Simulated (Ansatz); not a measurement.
Take the following structure.

```
C
1.0
     4.82080    0.00000    0.00000
     0.00000    4.82080    0.00000
     0.00000    0.00000    4.82080
C
16
Direct
  0.83726 0.16274 0.16274
  0.33726 0.33726 0.33726
  0.16274 0.83726 0.16274
  0.16274 0.16274 0.83726
  0.33726 0.66274 0.33726
  0.16274 0.16274 0.16274
  0.66274 0.33726 0.33726
  0.33726 0.33726 0.66274
  0.33726 0.66274 0.66274
  0.83726 0.83726 0.83726
  0.66274 0.33726 0.66274
  0.66274 0.66274 0.33726
  0.83726 0.16274 0.83726
  0.66274 0.66274 0.66274
  0.16274 0.83726 0.83726
  0.83726 0.83726 0.16274
```

### Interpret the file: composition, symmetry and coordination.

The element is carbon. The structure has Im-3m (No. 229) symmetry and a body-centred cubic lattice. The cell holds 16 atoms. C is coordinated by four C at 1.46 to 1.57 Å. The bonds build a three-dimensional framework.

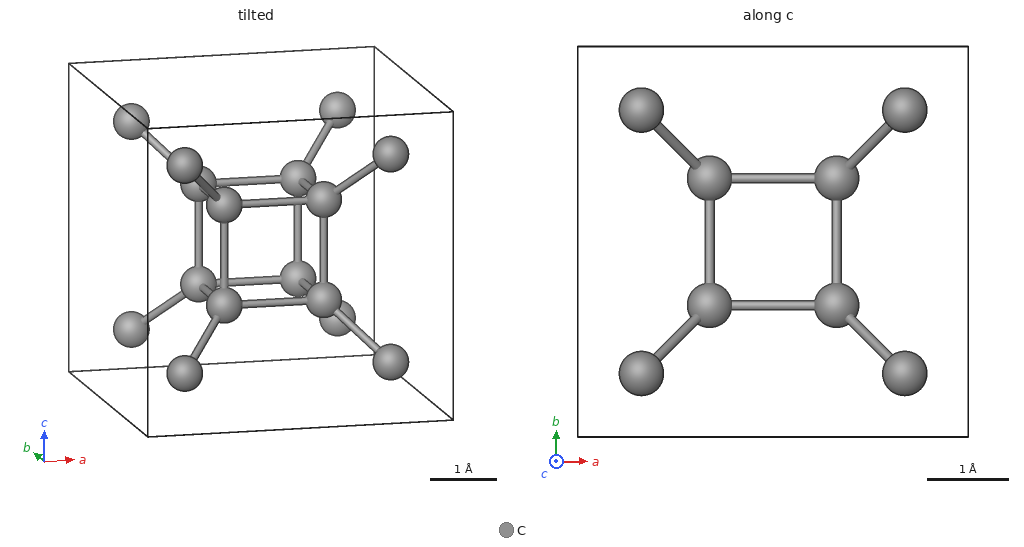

This ball-and-stick model is shown slightly off an axis and along the c axis. Thin lines show the conventional unit cell, with boundary atoms drawn in all their periodic places. Colours: carbon grey.

Starting structure: a structure listed in the Materials Project. Earlier steps of the study, as a rule a relaxation of our own, may have changed the cell and positions, so they can lie some per cent off the listed ones. A calculation with Ansatz used it as input.
